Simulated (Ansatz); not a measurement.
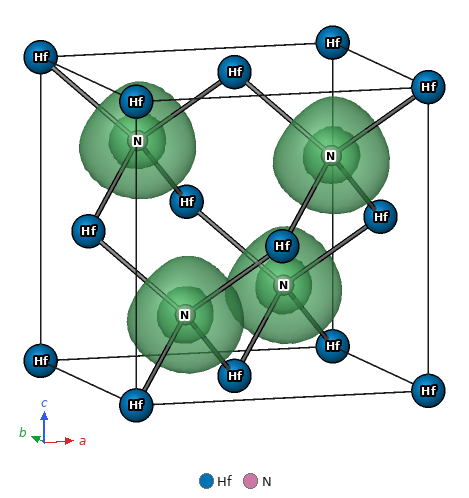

*HfN. Isosurface of the electron localisation function at 0.7 (green), seen at an oblique angle. Only the valence region is drawn (cores and ρ < 0.01 e/Å³ removed). Sticks mark near contacts.*

Space group F-43m; a structure from a database of computed crystals, not necessarily the ambient phase; computed without spin polarisation.

Computed with DFT PBEsol, scalar-relativistic, plane waves, PAW (Ansatz).

Question: What do the ELF domains correspond to?

Answer: The ELF exceeds this value in four regions wrapped around N (the valence shell of each), counted in one cell of 8 atoms. Regions shared between cells count once.

Values along the shortest contacts:
Hf–N (2.11 Å): the ELF peaks at about 0.80 in the valence shell of N, 0.6 Å from its nucleus, and drops to about 0.25 between the two atoms: no localised pair shows between them.

Question: Does the calculation give a band gap?

Answer: It is gapless in this calculation (a metal or semimetal).
